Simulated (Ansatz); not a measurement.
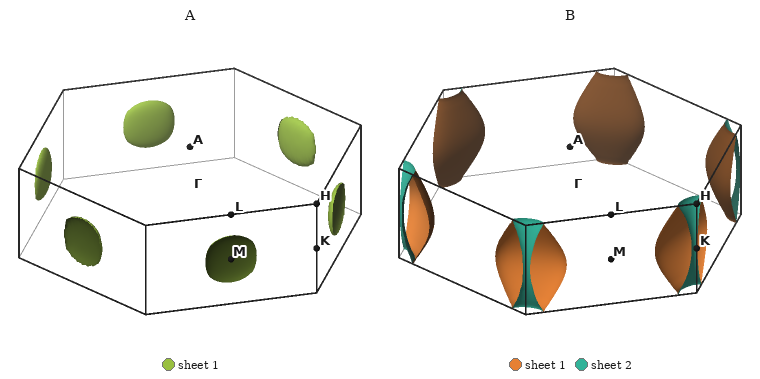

Constant-energy surfaces of BN (space group P6_3/mmc, No. 194) near its two band edges (0.20 eV into the valence band, 0.10 eV into the conduction band), in unknown order.

Level of theory: Ansatz, DFT PBE, scalar-relativistic, plane waves, PAW; levels and slopes on a dense k mesh at the converged density. No spin polarisation. The levels come from a k mesh of 36×36×12 points. The geometry was not relaxed (residual pressure 5 GPa).

Masses come from a second pass at points close to the extrema; at the energies drawn a band may no longer be parabolic.

Q: Which panel shows the holes and which the electrons?

A: B shows the valence band (holes), A the conduction band (electrons).

Q: Describe the extrema and the gap.

A: Valence band (extrema up to 0.20 eV from the edge): six equivalent maxima on the K–Γ line, principal masses 0.55, 3.07 and 6.69 mₑ; two equivalent maxima at H, 0.05 eV below the edge, two bands meeting there. Band 8 forms the valence edge; band 7 begins 0.05 eV lower (at H). The surfaces also take in K, where this band lies 0.13 eV below its edge.
Conduction band (extrema up to 0.10 eV from the edge): three equivalent minima at M, principal masses 0.26, 2.33 and 3.06 mₑ. Band 9 forms the conduction edge.
The gap is indirect, 4.25 eV at this level of theory, which underestimates gaps and can reorder valleys that lie close. Another valley lies within 0.05 eV of an edge, so the kind of gap can change with the cell or the functional.

Where one band's surface lies inside another's, the outer one hides all or part of it.

Time for the whole run: 21 s on 1 thread of Intel(R) Xeon(R) Platinum 8259CL CPU @ 2.50GHz (Skylake/Cascade Lake), on a shared host, peak memory 0.51 GiB.
